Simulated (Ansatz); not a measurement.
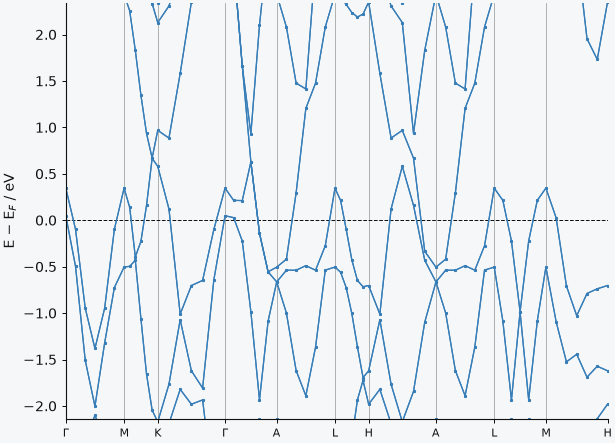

Band structure. Energies are counted from the Fermi level. The path runs straight from each named point to the next. The path has few k points, so lines between them are rough.

Which Bravais lattice do the labels of the path belong to?

Answer. A hexagonal (primitive) lattice: the path Γ–M–K–Γ–A–L–H–A–L–M–H runs through the special points of its Brillouin zone.

System: WC, space group P-6m2 (No. 187), 4 atoms in the cell, a database entry, rescaled.

```yaml
crystal:
  lattice:
    - [1.43363, 2.48312, 0.00000]
    - [-1.43363, 2.48312, 2.80209]
    - [2.86726, 0.00000, 2.80209]
  atoms:
    - { symbol: W, position: [0.00000, 0.00000, 0.00000] }
    - { symbol: W, position: [0.50000, 0.50000, 0.50000] }
    - { symbol: C, position: [0.25000, 0.08333, 0.41667] }
    - { symbol: C, position: [0.75000, 0.58333, 0.91667] }
```

Level of theory: DFT with PBE, PAW plane waves, 7×7×7 k mesh, 420 eV cutoff, Fermi-Dirac smearing of 0.1 eV; code Ansatz 0.2.0.

Is there a gap at the Fermi level?

Answer. A metal: bands cross the Fermi level along this path.

Some starting moments didn't survive the run. The cell is at 23 GPa in this functional.
